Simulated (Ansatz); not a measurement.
## GeSi7: single-point calculation

GeSi7 (Cmm2, 8 atoms in the cell), computed with DFT r2SCAN, scalar-relativistic, plane waves, PAW, no spin polarisation (Ansatz 0.2.0).

The structure derives from a Materials Project entry. It belongs to a series of runs on one base structure; here: all Si atoms moved +0.188 Å, as atom 1 along Cartesian [0 0 1]. Figures and captions count atoms from 1; the log counts them from 0 in places.

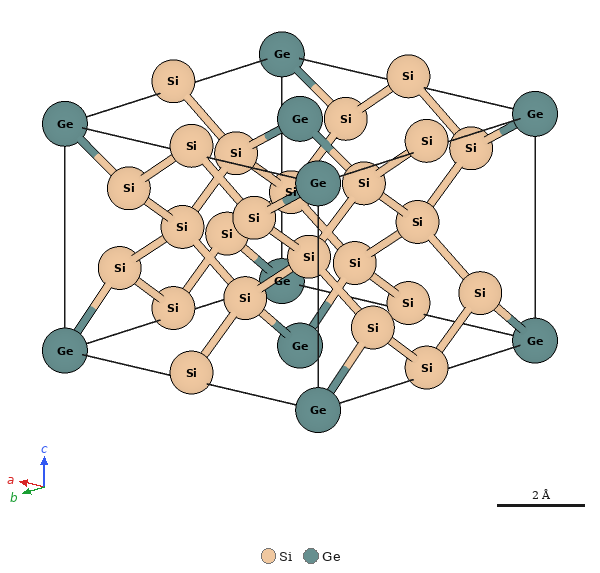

*The structure (ball-and-stick view of the cell 2 times as large as that of the calculation, set on its symmetry axes, seen at an oblique angle).*

Near neighbours in the crystal (not all of them lie inside the picture): Si has 1 Ge at 2.29 to 2.50 Å and 3 Si at 2.36 Å; Si has 4 Si at 2.36 Å; Ge has 4 Si at 2.29 to 2.50 Å.

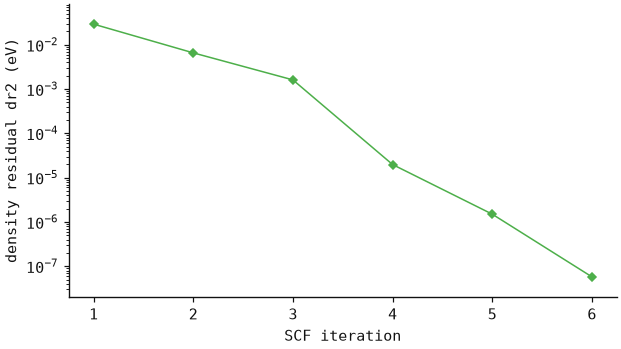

*Convergence of the self-consistent field: density residual dr2 against the SCF iteration.*

The residual falls at every step.

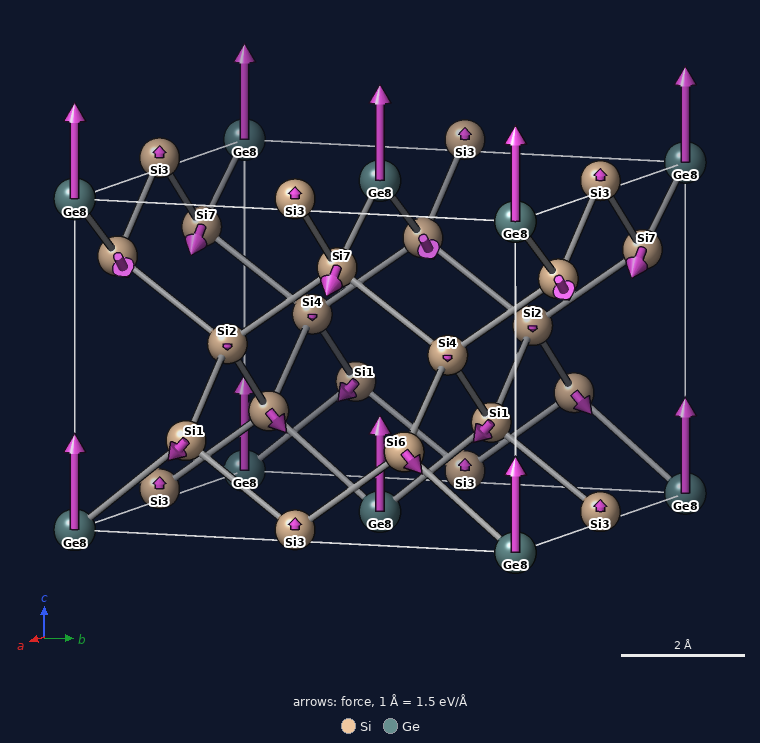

*Forces on the atoms as pink arrows (ball-and-stick view of the cell 2 times as large as that of the calculation, set on its symmetry axes, seen slightly off an axis; atoms are numbered from 1 in the order of the input).*

The largest act on Ge8 (2.42 eV/Å); Si5, Si7 (1.01 eV/Å); Si1, Si6 (0.74 eV/Å). The geometry is not a stationary point of this energy.

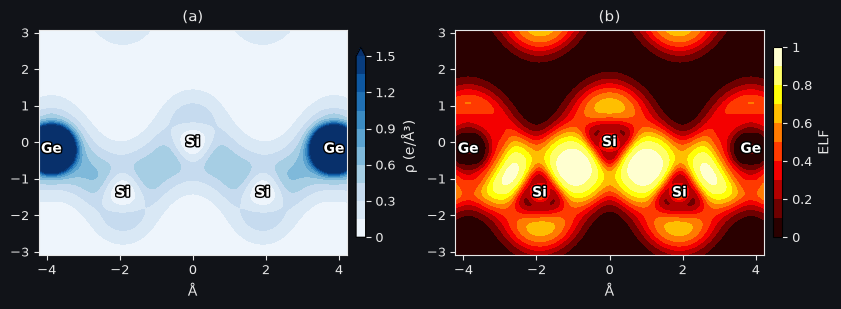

*(a) valence charge density (pseudo); (b) ELF on the (010) plane of the conventional cell.*

The section cuts through Si and Ge sites. Away from the nuclei the density in this plane falls to 0.01 e/Å³ at its lowest. Core electrons are frozen (PAW), so the fields are smoothed inside the atomic spheres.

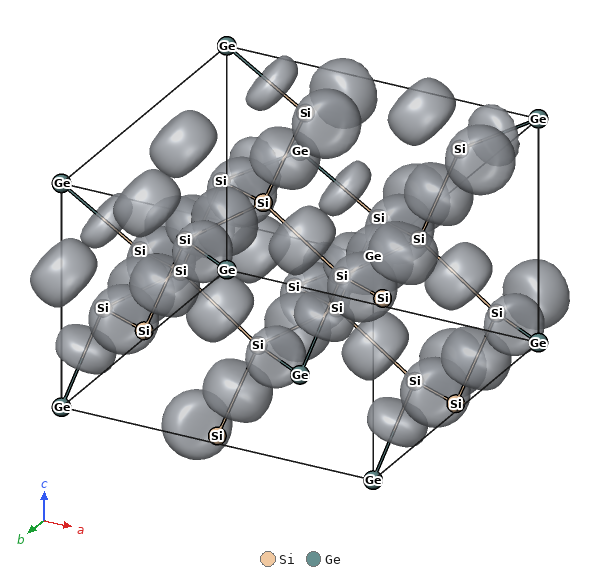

*Isosurface of the ELF at 0.75 (grey), seen at an oblique angle. Only the valence region is drawn (cores and ρ < 0.01 e/Å³ removed). Sticks mark near contacts. The outline is the cell set on symmetry axes.*

Profiles from the grid: Si–Ge (2.29 Å): the ELF peaks at about 0.95 between the atoms, which marks localised, shared-pair bonding.

These pictures come from the run below.

## The input
```yaml
crystal:
  lattice:
    - [5.4679684317, 0.0, 0.0]
    - [0.0, 5.4679684317, 0.0]
    - [0.0, 0.0, 5.4679684317]
  atoms:
    - { symbol: Si, position: [0.2524307582, 0.2524307582, 0.2867213731] }
    - { symbol: Si, position: [0.0, 0.5, 0.5342906149] }
    - { symbol: Si, position: [0.5, 0.5, 0.0342906149] }
    - { symbol: Si, position: [0.5, 0.0, 0.5342906149] }
    - { symbol: Si, position: [0.7475692418, 0.2524307582, 0.7818598567] }
    - { symbol: Si, position: [0.7475692418, 0.7475692418, 0.2867213731] }
    - { symbol: Si, position: [0.2524307582, 0.7475692418, 0.7818598567] }
    - { symbol: Ge, position: [0.0, 0.0, 0.0] }
basis:
  ecutwfc: 500
kpoints:
  mp_grid: { grid: [6, 6, 6] }
hamiltonian:
  xc: r2scan
scf:
  occupations: { method: gaussian, width: 0.05 }
output:
  forces: true
  stress: true
  eigenvalues: true
  write_density: true
  write_potential: true
  elf: true
  volumetric_format: npy
```

Launched with:
```bash
ansatz run input.yaml --threads 2 --pin off --max-ram 5120MiB --backend cpu --events-out ev --progress --plain --runs-dir out
```

## What the program printed
```
Engine: ansatz 0.2.0, x86_64-unknown-linux-gnu
Pseudopotentials: kind: paw
Pseudopotential: Si, paw, valence charge 4, recommended cutoff 500 eV (meta_gga), Si.paw.azcp
Pseudopotential: Ge, paw, valence charge 14, recommended cutoff 500 eV (meta_gga), Ge.paw.azcp
Functional definition: r2SCAN
  parameter k0 = 0.174
  parameter k1 = 0.065
  parameter a1 = 4.9479
  exchange = r2scan_x(k0 = k0, k1 = k1, a1 = a1)
  correlation = r2scan_c
Crystal: 8 atoms, lattice volume = 163.485 Å³
Basis set: ecut = 500 eV, 4139 PW (Γ), exchange–correlation on 160×160×160 points (64 copies of the dense FFT grid, shifted against one another)
Bands: 29, of which v1, the nominal top of the filled ones, is band 21 counted from 1 (20 counted from 0)
Symmetry: 4 space group operations
Space group: Cmm2 (ITA 35), of the structure as read, at distance tolerance 5.5e-5 Å
k-points: 52 of 216 (time reversal used)
Non-local potential: Si, projectors of the file, l = 0: 2, l = 1: 2, l = 2: 2
Non-local potential: Ge, projectors of the file, l = 0: 2, l = 1: 2, l = 2: 3, l = 3: 1
PAW form: soft (Blöchl's): semilocal exchange-correlation on the pseudo side does not see the compensation charge
PAW frozen core: Si, regenerated for the run's functional (the file was generated under x = pbe(κ = 0.804, μ = 0.2195149727645171), c = pbe(β = 0.06672455060314922))
PAW frozen core: Ge, regenerated for the run's functional (the file was generated under x = pbe(κ = 0.804, μ = 0.2195149727645171), c = pbe(β = 0.06672455060314922))
PAW one-centre angular grid: Si, 302 points (default); XC on 160 Gauss nodes
PAW one-centre angular grid: Ge, 590 points (default); XC on 160 Gauss nodes
Initial density: superposition of atomic densities (neutral atoms: chi_scale 0, normalization atom), corrected by the library's trained network
Initial wavefunctions: pseudopotential atomic-orbital guess
Functional: x = r2scan, c = r2scan; τ floored in thin density (d = 2e-4 eV/Å³)
SCF iter   1: F=—  HF=-8776.059277 eV  |F-HF|=—  |Δ(HF+E_count)|=         —  Δρ=4.00e-3  dr2=2.92e-2  dr2_τ=4.47e-2  ethr=1.77e-3  ⟨swp⟩=8.0  Hψ=8108  notcnv=0  defer=2
preconditioner: auto → Resta (q_TF=auto, 2.175 Å⁻¹)  ε∞=4.8  [insulator: Δε(μ)=0.367 eV  Ē_g=8.446 eV  σ=0.050 eV  W_gap=1.00  n_scr=26 (ndim 8)  ℏωp=16.4 eV  f_vac=0.000  D(μ)=0.00/eV (n_scr^D=0)  ε∞_Penn≈4.8]
SCF iter   2: F=—  HF=-8776.112034 eV  |F-HF|=—  |Δ(HF+E_count)|=   5.28e-2  Δρ=2.15e-3  dr2=6.56e-3  dr2_τ=4.24e-5  ethr=6.96e-5  ⟨swp⟩=2.1  Hψ=3283  notcnv=0  defer=155
SCF iter   3: F=—  HF=-8776.110993 eV  |F-HF|=—  |Δ(HF+E_count)|=   1.04e-3  Δρ=1.13e-3  dr2=1.61e-3  dr2_τ=1.44e-5  ethr=1.56e-5  ⟨swp⟩=2.0  Hψ=1613  notcnv=0  defer=155
SCF iter   4: F=—  HF=-8776.110673 eV  |F-HF|=—  |Δ(HF+E_count)|=   3.21e-4  Δρ=1.19e-4  dr2=1.98e-5  dr2_τ=3.06e-7  ethr=3.84e-6  ⟨swp⟩=2.4  Hψ=1942  notcnv=0  defer=155
SCF iter   5: F=—  HF=-8776.110680 eV  |F-HF|=—  |Δ(HF+E_count)|=   7.67e-6  Δρ=2.91e-5  dr2=1.50e-6  dr2_τ=1.47e-8  ethr=4.73e-8  ⟨swp⟩=2.0  Hψ=2404  notcnv=0  defer=155
SCF iter   6: F=-8776.110681 eV  HF=-8776.110681 eV  |F-HF|=1.43e-8  |Δ(HF+E_count)|=   5.17e-7  Δρ=5.07e-6  dr2=5.77e-8  dr2_τ=5.84e-10  ethr=2.38e-10  ⟨swp⟩=12.6  Hψ=11861  notcnv=0
SCF 1 converged in 6 iterations: F = -8776.110681 eV  dr2 = 5.77e-8
  greatest PAW one-centre occupation: 0.998 electrons in one spin orbital (limit 2), on the Ge atom at site 7 (counted from 0), in its partial waves of l = 2
SCF converged after 6 iterations
Free energy (F): -8776.110681 eV
Harris-Foulkes:  -8776.110681 eV  (|F-HF|=1.43e-8)
Internal energy: -8776.110681 eV  (E = F + TS)
E sigma→0 (E₀):  -8776.110681 eV
Fermi energy:    6.807552 eV
--- Per-component energies (eV) ---
  E_band       = -149.561940
  E_kinetic    = 394.195082
  E_local      = -3223.146966  (includes V_loc(G=0)·N_el)
  E_nonlocal   = 595.322079
  E_hartree    = 1413.367550
  E_xc         = -429.839324
  E_vxc        = -416.396045  (∫ρ·V_xc dr)
  E_paw        = -5670.904273  (= ΣΔE_a)
  E_vpaw       = -343.720359  (= ΣTr[D̂ρ^β])
  E_aug_tail   = 0.000047  (compensation charges beyond the density's cutoff)
  E_vtau       = 17.450353  (kinetic-family band-sum trace: ∫τ·v_τ [+ j·A + Jᵃ·Aᵃ] dr)
  E_ewald      = -1853.484080
  E_core_change = -1.620797  (= ΣΔE_core)
  E_smearing   = -0.000000  (= −TS)
  E_closure    = 0.000000  (closes the sum)
  Σ components = -8776.110681   (vs F -8776.110681, Δ=0.00e0)
--- Forces (eV/Å), atoms counted from 1 ---
  atom   1  Si    -0.34860732    -0.34860732    -0.54631827
  atom   2  Si    -0.00000000    -0.00000000    -0.17841590
  atom   3  Si    -0.00000000    -0.00000000     0.31721014
  atom   4  Si     0.00000000    -0.00000000    -0.17841590
  atom   5  Si    -0.54697234     0.54697234    -0.64444281
  atom   6  Si     0.34860732     0.34860732    -0.54631827
  atom   7  Si     0.54697234    -0.54697234    -0.64444281
  atom   8  Ge    -0.00000000    -0.00000000     2.42113835
  max |Σ_I F_I| component: 5.46e-6 eV/Å
--- Stress (GPa, compression-positive) ---
        0.567231      -1.825276      -0.000000
       -1.825276       0.567231       0.000000
       -0.000000      -0.000000      -0.069849
  P = ⅓ Tr σ = 0.3549 GPa (3.549 kbar)
--- Band table (eV; the first three rows and the last of 52) ---
  k-point 0: bands = ["-18.3547", "-18.3519", "-18.3404", "-18.3179", "-18.3167", "-6.2260", "-2.4898", "-1.9310", "-1.8006", "-1.7942", "-1.6314", "-1.6152", "3.2578", "3.3320", "3.3476", "3.3587", "3.4184", "3.5280", "6.1859", "6.3943", "6.6160", "6.9991", "7.2224", "7.3186", "7.4672", "7.5163", "7.5495", "8.9872", "9.1814"]
  k-point 1: bands = ["-18.3547", "-18.3519", "-18.3404", "-18.3179", "-18.3167", "-6.1029", "-3.2076", "-2.1135", "-1.8958", "-1.7586", "-1.5876", "-0.3951", "3.0363", "3.0742", "3.1041", "3.1136", "3.4013", "3.5534", "5.6724", "5.7792", "6.1427", "7.1261", "7.6941", "7.8299", "7.9435", "8.0623", "8.1479", "8.9328", "9.6687"]
  k-point 2: bands = ["-18.3548", "-18.3519", "-18.3405", "-18.3178", "-18.3167", "-5.7417", "-4.2187", "-2.0679", "-1.8213", "-1.6830", "-1.4929", "1.1011", "2.5948", "2.5973", "2.6108", "2.6240", "3.7307", "3.8756", "4.2564", "5.0277", "5.3093", "7.2883", "8.2133", "8.7183", "9.3250", "9.3638", "9.4941", "9.5690", "10.9976"]
  k-point 51: bands = ["-18.3549", "-18.3521", "-18.3406", "-18.3177", "-18.3165", "-4.2417", "-3.7640", "-3.6191", "-3.6153", "-1.2045", "-0.8645", "-0.8012", "-0.7167", "4.8263", "4.9560", "4.9786", "5.0433", "5.0718", "5.0749", "5.3282", "5.6327", "7.7378", "8.1739", "8.1822", "8.2327", "9.7332", "9.8336", "9.8677", "9.8751"]
```

## Results in brief

```csv
quantity,value
outcome,converged
space group (tolerance 0.01 Å),Cmm2 (35)
electrons treated,42
free energy,−8776.1107 eV
Fermi energy,6.808 eV
gap on the k-point mesh,0.38 eV
pressure,0.35 GPa
largest force (length of the vector),2.421 eV/Å
hardware,"2 threads of Oxide Virtual Turin-like (Zen 5), 32 GiB of memory available, shared host"
wall time,22 s (CPU time 43 s)
peak memory,0.76 GiB
```
